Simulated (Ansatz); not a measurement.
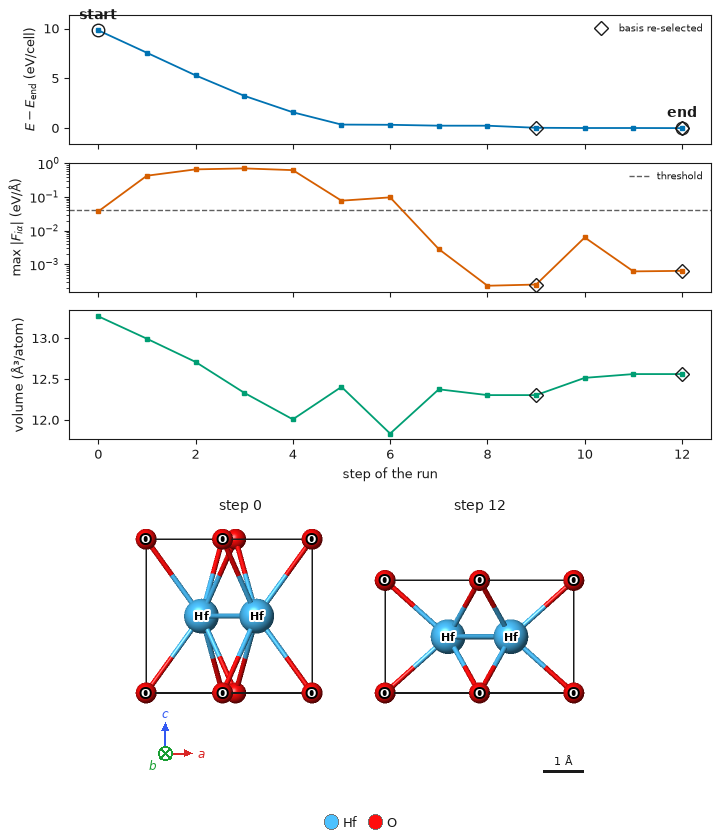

First and last geometry of a relaxation of a crystal of HfO₂ (a generated structure, set up in P-62m) (coarse preliminary run), with the history of the run. Style: ball-and-stick. Shown: the cell of the calculation, along the b axis.

The calculation used DFT PBE, scalar-relativistic, plane waves, PAW (Ansatz).

Input file:
```yaml
crystal:
  lattice:
    - [4.85674082, 0.0, 0.0]
    - [-2.42837041, 4.20606093, 0.0]
    - [0.0, 0.0, 3.89719354]
  atoms:
    - { symbol: Hf, position: [0.33333333, 0.66666667, 0.5] }
    - { symbol: Hf, position: [0.66666667, 0.33333333, 0.5] }
    - { symbol: O, position: [0.46051022, 0.0, 0.0] }
    - { symbol: O, position: [0.0, 0.46051022, 0.0] }
    - { symbol: O, position: [0.53948978, 0.53948978, 0.0] }
    - { symbol: O, position: [0.0, 0.0, 0.0] }
basis:
  ecutwfc: 420
kpoints:
  mp_grid: { grid: [6, 6, 4] }
hamiltonian:
  xc: pbe
scf:
  occupations: { method: gaussian, width: 0.1 }
  lower_state_search: "off"
output:
  forces: true
  stress: true
  eigenvalues: true
relax:
  adjacent_minimum: "off"
  f_tol: 0.04
  max_steps: 70
  cell: { stress_tol: 0.4 }
```

Launched with:
```bash
ansatz run input.yaml --threads 1 --pin off --max-ram 2560MiB --backend cpu --events-out ev --progress --plain --runs-dir out
```

> Read the history and describe the run.

It converged. The largest moves relative to the cell, 0.22 Å, are those of O3, O4 and O5. O4 goes along +b. Hf stays in place. The drawn cell changes as follows: a = b 4.857 → 5.523 Å (+13.7 %), c 3.897 → 2.853 Å (−26.8 %); the volume changes by −5.3 %. Near-neighbour distances that change, for instance: Hf1–Hf1 3.897 → 2.853 Å, Hf1–Hf2 2.804 → 3.189 Å, Hf1–O3 2.408 → 2.139 Å. Among the angles between lasting bonds that change: Hf1–O4–Hf2 71.2° → 96.4°, Hf1–O4–Hf1 108.0° → 83.6°, Hf1–O4–Hf2 170.9° → 180.0°. The space group (tolerance 0.01 Å) goes from P-62m (No. 189) to P6/mmm (No. 191). The energy falls by 9.819 eV per cell of the calculation in 10 accepted moves (12 points after the start). The largest force component goes from 0.037 to 0.00065 eV/Å. Pressure: −12.28 GPa at the start and 0.18 GPa at the end. The SCF was repeated twice at an unchanged geometry on a basis and grid sized afresh for the cell, which shifted the energy by 0.208 eV per cell of the calculation at most.

```json
{"step": "0", "E − E(0), meV/atom": "0.00", "largest force component, eV/Å": "0.0374", "pressure, GPa": "-12.28", "volume, Å³/atom": "13.268", "note": ""}
{"step": "1", "E − E(0), meV/atom": "-375.47", "largest force component, eV/Å": "0.4299", "pressure, GPa": "-11.41", "volume, Å³/atom": "12.994", "note": ""}
{"step": "2", "E − E(0), meV/atom": "-753.45", "largest force component, eV/Å": "0.6627", "pressure, GPa": "-9.56", "volume, Å³/atom": "12.710", "note": ""}
{"step": "3", "E − E(0), meV/atom": "-1095.93", "largest force component, eV/Å": "0.7086", "pressure, GPa": "-5.19", "volume, Å³/atom": "12.332", "note": ""}
{"step": "4", "E − E(0), meV/atom": "-1371.78", "largest force component, eV/Å": "0.6292", "pressure, GPa": "0.82", "volume, Å³/atom": "12.007", "note": ""}
{"step": "5", "E − E(0), meV/atom": "-1577.71", "largest force component, eV/Å": "0.0781", "pressure, GPa": "-3.03", "volume, Å³/atom": "12.405", "note": ""}
{"step": "6", "E − E(0), meV/atom": "-1581.23", "largest force component, eV/Å": "0.0980", "pressure, GPa": "10.34", "volume, Å³/atom": "11.833", "note": ""}
{"step": "7", "E − E(0), meV/atom": "-1595.95", "largest force component, eV/Å": "0.0029", "pressure, GPa": "-1.18", "volume, Å³/atom": "12.375", "note": ""}
{"step": "8", "E − E(0), meV/atom": "-1596.50", "largest force component, eV/Å": "0.0002", "pressure, GPa": "0.09", "volume, Å³/atom": "12.304", "note": ""}
{"step": "9", "E − E(0), meV/atom": "-1631.21", "largest force component, eV/Å": "0.0003", "pressure, GPa": "3.32", "volume, Å³/atom": "12.304", "note": "same geometry, new basis"}
{"step": "10", "E − E(0), meV/atom": "-1635.09", "largest force component, eV/Å": "0.0063", "pressure, GPa": "0.57", "volume, Å³/atom": "12.515", "note": ""}
{"step": "11", "E − E(0), meV/atom": "-1635.02", "largest force component, eV/Å": "0.0006", "pressure, GPa": "0.00", "volume, Å³/atom": "12.561", "note": ""}
{"step": "12", "E − E(0), meV/atom": "-1636.54", "largest force component, eV/Å": "0.0006", "pressure, GPa": "0.18", "volume, Å³/atom": "12.561", "note": "same geometry, new basis"}
```

Limits of the set-up: the k-point mesh is coarse for a cell with partly filled bands.
